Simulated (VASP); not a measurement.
# SnO2: band-structure calculation

The run: band-structure calculation of SnO2 (Fm-3m, 3 atoms in the cell). Method and program: DFT, r2SCAN, plane waves, PAW (VASP 6.6.1).

The structure was built on a prototype by a generator. The geometry comes from this level: r2SCAN (a point of a series of strains). It belongs to a series of runs on one base structure; here: hydrostatic strain +1.0%.

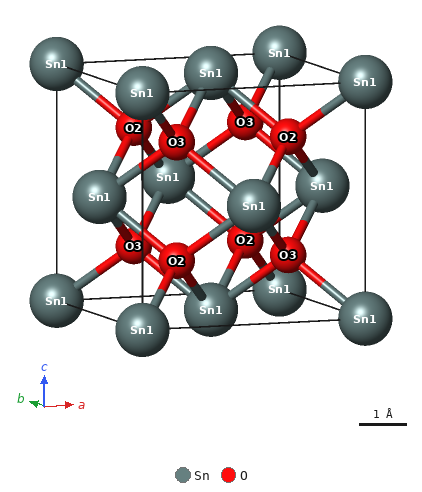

*The structure as given in the input (ball-and-stick view of the cell 4 times as large as that of the calculation, set on its symmetry axes, seen slightly off an axis; atoms are numbered from 1 in the order of the input).*

Near neighbours in the crystal (not all of them lie inside the picture): Sn has 8 O at 2.22 Å; O has 4 Sn at 2.22 Å.

## INCAR
```
ENCUT = 520.000000
SIGMA = 0.020000
EDIFF = 1.00e-07
ALGO = Normal
METAGGA = R2SCAN
PREC = Accurate
IBRION = -1
ISIF = 2
ISMEAR = -1
NBANDS = 20
NELM = 120
NSW = 0
LASPH = .TRUE.
LCHARG = .FALSE.
LWAVE = .FALSE.
LREAL = .FALSE.
```

## KPOINTS
```
KPOINTS created by Atomic Simulation Environment
0
Gamma
8 8 8
0 0 0
```

## KPOINTS_OPT
```
special points
6
Reciprocal
0.0000000000 0.0000000000 0.0000000000 1
0.5000000000 0.0000000000 0.5000000000 1
0.6250000000 0.2500000000 0.6250000000 1
0.3750000000 0.3750000000 0.7500000000 1
0.5000000000 0.5000000000 0.5000000000 1
0.5000000000 0.2500000000 0.7500000000 1
```

## POSCAR
```
Sn O
 1.0000000000000000
     0.0000000000000000    2.5595616801999999    2.5595616801999999
     2.5595616801999999    0.0000000000000000    2.5595616801999999
     2.5595616801999999    2.5595616801999999    0.0000000000000000
 Sn  O
   1   2
Cartesian
  0.0000000000000000  0.0000000000000000  0.0000000000000000
  1.2797808400999999  1.2797808400999999  1.2797808400999999
  3.8393425202999998  3.8393425202999998  3.8393425202999998
```

Run on 1 CPU thread, shared host.

Launch command:
```bash
mpirun -np 1 vasp_std
```

## OSZICAR
```
N       E                     dE             d eps       ncg     rms          rms(c)
DAV:   1     0.220034211986E+03    0.22003E+03   -0.13749E+04  1284   0.206E+03
DAV:   2    -0.240056370578E+02   -0.24404E+03   -0.23060E+03  1236   0.516E+02
DAV:   3    -0.502736910113E+02   -0.26268E+02   -0.25977E+02  1336   0.140E+02
DAV:   4    -0.509736288600E+02   -0.69994E+00   -0.69944E+00  1288   0.239E+01
DAV:   5    -0.509899864430E+02   -0.16358E-01   -0.16356E-01  1448   0.377E+00    0.104E+01
DAV:   6    -0.412994870655E+02    0.96905E+01   -0.66788E+00  1656   0.586E+01    0.419E+00
DAV:   7    -0.414432252867E+02   -0.14374E+00   -0.11407E+00  1292   0.891E+00    0.235E+00
DAV:   8    -0.414813914276E+02   -0.38166E-01   -0.15397E-01  1680   0.577E+00    0.667E-01
DAV:   9    -0.414701869139E+02    0.11205E-01   -0.57441E-02  1768   0.380E+00    0.145E-01
DAV:  10    -0.414704687605E+02   -0.28185E-03   -0.41147E-03  1244   0.530E-01    0.838E-02
DAV:  11    -0.414705823188E+02   -0.11356E-03   -0.98006E-04  1304   0.295E-01    0.553E-02
DAV:  12    -0.414705438854E+02    0.38433E-04   -0.81050E-05  1488   0.829E-02    0.244E-02
DAV:  13    -0.414705359129E+02    0.79725E-05   -0.54559E-05  1368   0.588E-02    0.171E-03
DAV:  14    -0.414705355341E+02    0.37883E-06   -0.12607E-06  1328   0.957E-03    0.262E-03
DAV:  15    -0.414705354068E+02    0.12725E-06   -0.87588E-08   756   0.384E-03    0.130E-03
DAV:  16    -0.414705353871E+02    0.19717E-07   -0.13005E-07   896   0.372E-03
   1 F= -.41470535E+02 E0= -.41470535E+02  d E =-.936434E-08
       N       E                     dE             ncg
DAV:   1     0.146852688941E+04   -0.44921E+04      272
DAV:   2     0.888602473984E+02   -0.13797E+04      268
DAV:   3    -0.564141109443E+02   -0.14527E+03      272
DAV:   4    -0.605041429450E+02   -0.40900E+01      264
DAV:   5    -0.606104558491E+02   -0.10631E+00      280
DAV:   6    -0.606156760350E+02   -0.52202E-02      312
DAV:   7    -0.606157791723E+02   -0.10314E-03      312
DAV:   8    -0.606157829244E+02   -0.37521E-05      312
DAV:   9    -0.606157829388E+02   -0.14447E-07      176
```

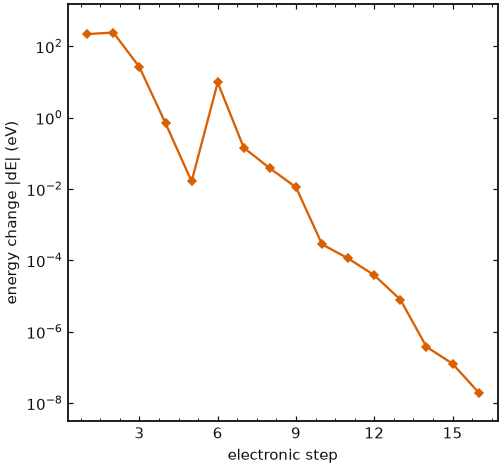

*Convergence of the self-consistent field: energy change |dE| against the electronic step.*

It takes 16 electronic steps. The density is held fixed in the first few steps, and dE rises again when its update begins.

## Parts of OUTCAR
```
k-points           NKPTS =     29   k-points in BZ     NKDIM =     29   number of bands    NBANDS=     20

   NELECT =      26.0000    total number of electrons

   dimension x,y,z NGX =    28 NGY =   28 NGZ =   28
   dimension x,y,z NGXF=    56 NGYF=   56 NGZF=   56

  energy-cutoff  :      520.00
  volume of cell :       33.54
      direct lattice vectors                 reciprocal lattice vectors
     0.000000000  2.559561680  2.559561680    -0.195345947  0.195345947  0.195345947
     2.559561680  0.000000000  2.559561680     0.195345947 -0.195345947  0.195345947
     2.559561680  2.559561680  0.000000000     0.195345947  0.195345947 -0.195345947

 k-points in reciprocal lattice and weights: KPOINTS created by Atomic Simulation Env
   0.00000000  0.00000000  0.00000000       0.002
   0.12500000  0.00000000  0.00000000       0.016
   0.25000000  0.00000000  0.00000000       0.016
   0.37500000  0.00000000  0.00000000       0.016
   0.50000000  0.00000000  0.00000000       0.008
   0.12500000  0.12500000  0.00000000       0.012
   0.25000000  0.12500000  0.00000000       0.047
   0.37500000  0.12500000  0.00000000       0.047
   0.50000000  0.12500000  0.00000000       0.047
  -0.37500000  0.12500000  0.00000000       0.047
  -0.25000000  0.12500000  0.00000000       0.047
  -0.12500000  0.12500000  0.00000000       0.023
   0.25000000  0.25000000  0.00000000       0.012
   0.37500000  0.25000000  0.00000000       0.047
   0.50000000  0.25000000  0.00000000       0.047
  -0.37500000  0.25000000  0.00000000       0.047
  -0.25000000  0.25000000  0.00000000       0.023
   0.37500000  0.37500000  0.00000000       0.012
   0.50000000  0.37500000  0.00000000       0.047
  -0.37500000  0.37500000  0.00000000       0.023
   0.50000000  0.50000000  0.00000000       0.006
   0.37500000  0.25000000  0.12500000       0.047
   0.50000000  0.25000000  0.12500000       0.094
  -0.37500000  0.25000000  0.12500000       0.047
   0.50000000  0.37500000  0.12500000       0.047
  -0.37500000  0.37500000  0.12500000       0.094
  -0.25000000  0.37500000  0.12500000       0.047
  -0.37500000  0.50000000  0.12500000       0.023
  -0.25000000  0.50000000  0.25000000       0.012

 E-fermi :   7.5532

 k-point     1 :       0.0000    0.0000    0.0000
  band No.  band energies     occupation
      1     -13.9017      2.00000
      2     -13.9016      2.00000
      3     -13.9016      2.00000
      4     -13.7393      2.00000
      5     -13.7393      2.00000
      6     -13.1445      2.00000
      7      -9.4878      2.00000
      8       4.3286      2.00000
      9       4.3286      2.00000
     10       4.3286      2.00000
     11       5.8907      2.00000
     12       5.8907      2.00000
     13       5.8907      2.00000
     14       7.8012      0.00001
     15      15.0373      0.00000
     16      15.0373      0.00000
     17      15.0374      0.00000
     18      20.9442      0.00000
     19      23.3462      0.00000
     20      23.3462      0.00000

 k-point     2 :       0.1250    0.0000    0.0000
  band No.  band energies     occupation
      1     -13.9755      2.00000
      2     -13.8905      2.00000
      3     -13.8904      2.00000
      4     -13.7397      2.00000
      5     -13.7397      2.00000
      6     -12.9858      2.00000
      7      -9.4710      2.00000
      8       3.8094      2.00000
      9       4.2584      2.00000
     10       4.2584      2.00000
     11       5.0198      2.00000
     12       5.7810      2.00000
     13       5.7810      2.00000
     14       9.0940      0.00000
     15      14.8373      0.00000
     16      15.4260      0.00000
     17      15.4261      0.00000
     18      22.0620      0.00000
     19      23.3858      0.00000
     20      23.3858      0.00000

 k-point     3 :       0.2500    0.0000    0.0000
  band No.  band energies     occupation
      1     -14.1708      2.00000
      2     -13.8682      2.00000
      3     -13.8682      2.00000
      4     -13.7355      2.00000
      5     -13.7354      2.00000
      6     -12.4868      2.00000
      7      -9.5469      2.00000
      8       2.6326      2.00000
      9       4.1045      2.00000
     10       4.1045      2.00000
     11       4.2193      2.00000
     12       5.5164      2.00000
     13       5.5164      2.00000
     14      10.8480      0.00000
     15      14.8674      0.00000
     16      16.4574      0.00000
     17      16.4575      0.00000
     18      23.4663      0.00000
     19      23.4663      0.00000
     20      23.8625      0.00000

 k-point     4 :       0.3750    0.0000    0.0000
  band No.  band energies     occupation
      1     -14.3613      2.00000
      2     -13.8551      2.00000
      3     -13.8551      2.00000
      4     -13.7217      2.00000
      5     -13.7217      2.00000
      6     -11.7358      2.00000
      7      -9.9159      2.00000
      8       1.7658      2.00000
      9       3.6470      2.00000
     10       3.9717      2.00000
     11       3.9718      2.00000
     12       5.2508      2.00000
     13       5.2508      2.00000
     14      12.0680      0.00000
     15      15.3986      0.00000
     16      17.7149      0.00000
     17      17.7150      0.00000
     18      23.4286      0.00000
     19      23.4286      0.00000
     20      23.8054      0.00000

 k-point     5 :       0.5000    0.0000    0.0000
  band No.  band energies     occupation
      1     -14.4369      2.00000
      2     -13.8525      2.00000
      3     -13.8525      2.00000
      4     -13.7130      2.00000
      5     -13.7130      2.00000
      6     -11.1504      2.00000
      7     -10.3591      2.00000
      8       1.4807      2.00000
      9       3.4214      2.00000
     10       3.9229      2.00000
     11       3.9229      2.00000
     12       5.1399      2.00000
     13       5.1399      2.00000
     14      12.4975      0.00000
     15      15.7416      0.00000
     16      18.3652      0.00000
     17      18.3652      0.00000
     18      23.3033      0.00000
     19      23.3033      0.00000
     20      23.4171      0.00000

 [... the levels of 23 k-points are left out ...]

 k-point    29 :      -0.2500    0.5000    0.2500
  band No.  band energies     occupation
      1     -14.2269      2.00000
      2     -14.2268      2.00000
      3     -13.7781      2.00000
      4     -13.7486      2.00000
      5     -13.7241      2.00000
      6     -10.3844      2.00000
      7     -10.3844      2.00000
      8      -0.6996      2.00000
      9       1.2878      2.00000
     10       4.1474      2.00000
     11       4.1474      2.00000
     12       6.9611      2.00000
     13       7.2642      2.00000
     14      12.1382      0.00000
     15      16.8445      0.00000
     16      17.6415      0.00000
     17      17.6415      0.00000
     18      20.1464      0.00000
     19      24.8248      0.00000
     20      26.9101      0.00000

  Total       -1.1076137     -1.1076137     -1.1076137     -0.0000000     -0.0000000     -0.0000000
  in kB      -52.9141838    -52.9141838    -52.9141838     -0.0000000     -0.0000000     -0.0000000
  external PRESSURE =     -52.9141838 kB  Pullay stress =       0.0000000 kB

 POSITION                                       TOTAL-FORCE (eV/Angst)
 -----------------------------------------------------------------------------------
      0.00000      0.00000      0.00000         0.000000      0.000000      0.000000
      1.27978      1.27978      1.27978         0.000000      0.000000      0.000000
      3.83934      3.83934      3.83934        -0.000000     -0.000000     -0.000000
 -----------------------------------------------------------------------------------
    total drift:                               -0.000000     -0.000000      0.000000

  FREE ENERGIE OF THE ION-ELECTRON SYSTEM (eV)
  ---------------------------------------------------
  free  energy   TOTEN  =       -41.4705353871 eV

  energy  without entropy=      -41.4705353778  energy(sigma->0) =      -41.47053538
```

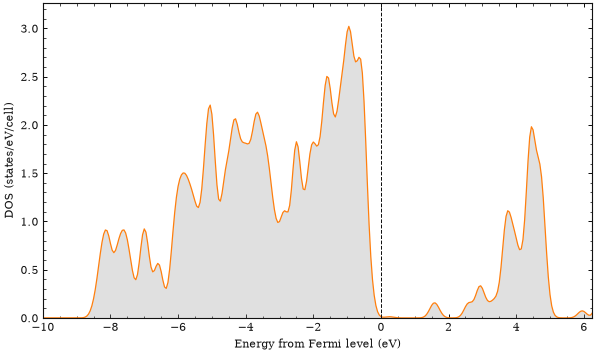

*Density of states (the curve is built from the levels of the k mesh with Gaussians 0.3 eV wide, which also blur the band edges), with energies from the Fermi level.*

Small ripples come from the finite k-point mesh.

## Key numbers

```tsv
quantity	value
outcome	converged
space group (tolerance 0.01 Å)	Fm-3m (225)
electrons treated	26
free energy	−41.4705 eV
Fermi energy	7.553 eV
band gap	0.54 eV
pressure	−5.29 GPa
largest force (length of the vector)	under 0.001 eV/Å
wall time	51 s
peak memory	0.18 GiB
```

## Remarks

The cell is under a tension of 5.3 GPa at this level, so it is not at its equilibrium volume.
